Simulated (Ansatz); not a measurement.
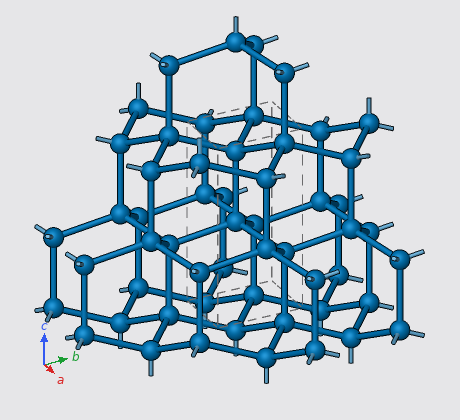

The net above was derived from one of the structures below (computed or model cells, partly hypothetical) by pruning terminal atoms and folding two-connected atoms into edges (only the bonds listed count; of a layer or chain structure one layer or chain is shown).

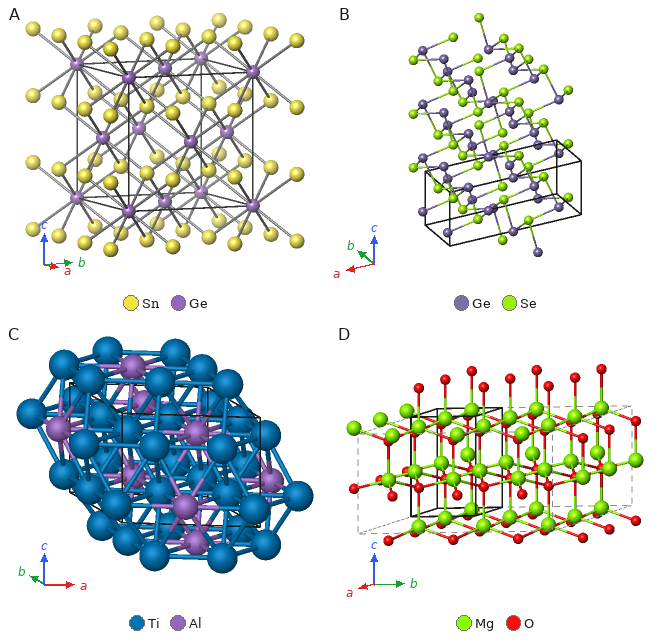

A: Sn₂Ge (bonds: Ge–Sn below 3.3 Å)
B: GeSe (bonds: Ge–Se below 2.9 Å)
C: Ti3Al (bonds: Al–Ti below 3.2 Å and Ti–Ti below 3.3 Å)
D: MgO (bonds: Mg–O below 2.3 Å)
All are geometries used in or obtained from electronic-structure calculations.

### Which structure gives this net?

D, MgO: a uninodal 4-connected, three-periodic net; Mg and O are 4-connected nodes. It is the lon net, known from lonsdaleite, wurtzite and tridymite. The others give a binodal (4,8)-connected, three-periodic net (A), a uninodal 3-connected, two-periodic (layers) net (B) and a uninodal 12-connected, three-periodic net (C).
